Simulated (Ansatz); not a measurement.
ZnSe (Stilleite), computed twice by G0W0.

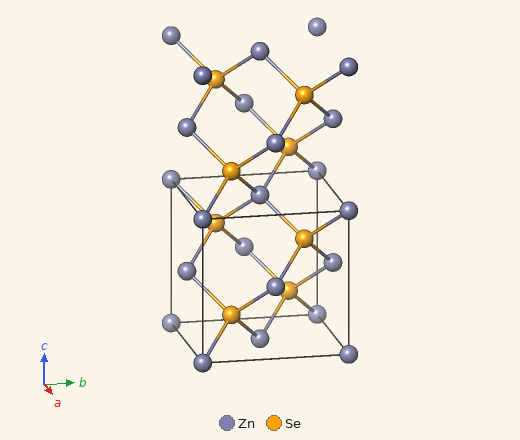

The structure (zinc blue, selenium orange). Bonds to atoms that aren't drawn are left out. 1×1×2 conventional cells are drawn. Some periodic images of atoms are drawn too.

Symmetry: F-43m, No. 216, cubic system. The conventional cell has a = 5.668 Å, b = 5.668 Å, c = 5.668 Å, α = 90.00°, β = 90.00°, γ = 90.00°. Nearest to Zn lie 4 Se at 2.45 Å. Se has 4 Zn at 2.45 Å nearest. Farther neighbours and most contacts between anions are not listed.

```xyz
2
Lattice="0.0000 2.8338 2.8338 2.8338 0.0000 2.8338 2.8338 2.8338 0.0000" Properties=species:S:1:pos:R:3 pbc="T T T"
Zn    0.0000    0.0000    0.0000
Se    1.4169    1.4169    1.4169
```

The cell and positions come from the Crystallography Open Database and are kept as given unless a step says otherwise.

The first (Ansatz 0.2.0; start PBE with 15 % exact exchange, 6×6×6 mesh, 189 empty bands, screening to 150 eV, PAW set soft_1 files; 1 × NVIDIA H100 80GB HBM3 (shared by 6 runs) with 3 threads of AMD EPYC 7R13 (Zen 3), shared host) gave, on its mesh: starting gap 2.32 eV, G0W0 gap 2.86 eV, RPA ε∞ (mean) 5.81, 68 s.

The second changes start from PBE with 15 % exact exchange to PBE with 20 % exact exchange. What does it give?

It gave: starting gap 2.67 eV, G0W0 gap 3.00 eV, RPA ε∞ (mean) 5.34, 70 s. The G0W0 gap moves by +0.14 eV, +0.36 eV from the start and −0.21 eV from the correction. Σc changes by −0.08 eV at the valence top and +0.03 eV at the conduction bottom, and Σx − Vxc between them by −0.32 eV.

Limits: not at the basis limit; no spin-orbit coupling.

[Paths, hosts, dates, memory and timing lines, banners, echoed tables and standing remarks are left out of the program output.]

[Logs are printed without paths, hosts, clocks, repeated set-up lines and the standing remarks that a program may print on its own settings, such as how far it seeks lower states.]

[Runs of the session that timed out or met a known fault of the program may be left out.]

[Cells called generated may have been cut or substituted from an entry of the Crystallography Open Database or the Materials Project.]

[Hosts, paths, dates, database ids (printed as entryN), source tags and the programs' standing remarks are cut or masked in the printed files.]
